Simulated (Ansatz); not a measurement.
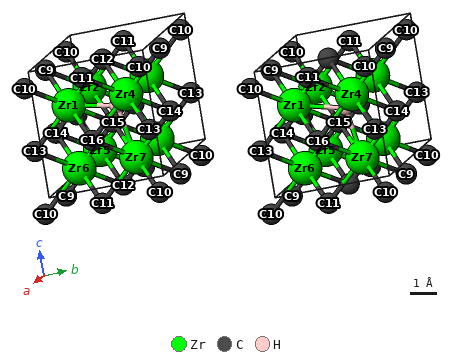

Two geometries of a defect cell of composition Zr$_{8}$HC$_{8}$, drawn at one scale. One is the start of a relaxation, the other its converged end. A ball-and-stick model of the cell of the calculation, reduced to other axes (origin shifted), seen slightly off an axis. Lengths and directions refer to the drawn axes.

These are results of DFT PBE, scalar-relativistic, plane waves, PAW (Ansatz), not measurements. (plane-wave cutoff 420 eV; k-point mesh 4 × 4 × 4; occupations gaussian; smearing width 0.1 eV; no spin polarisation; atoms relaxed in a fixed cell; force threshold 0.02 eV/Å; at most 60 steps)

Question: Which geometry has the lower energy?

Answer: The right one is the relaxed one. Case: H interstitial, charge +0, atoms relaxed. Over 3 accepted moves (4 points after the start) the energy falls by 97.2 meV per cell of the calculation. Largest force component: 0.76 eV/Å at the start, 0.0025 eV/Å at the end. The line search rejected the trial step at point 1 of the run. The atom that moves furthest is the H atom (0.16 Å along [1 3 −3]). By element the largest moves are H 0.16 Å, C 0.04 Å, Zr 0.03 Å. The lattice vectors keep their values. Near-neighbour distances that change, for instance: H–Zr 1.913 → 2.056 Å, H–Zr 2.166 → 2.057 Å, H–Zr 1.999 → 2.056 Å, H–Zr 2.095 → 2.057 Å. Among the angles between lasting bonds that change: Zr–H–Zr 116.6° → 109.5°, Zr–H–Zr 102.8° → 109.4°, Zr–H–Zr 106.1° → 109.5°. Cost: 86 s on 4 threads of Arm Neoverse V1 (shared host), peak memory 0.99 GiB.

Limits of the set-up: the periodic images lie only 6.7 Å apart, so the values are limited by the cell's size.
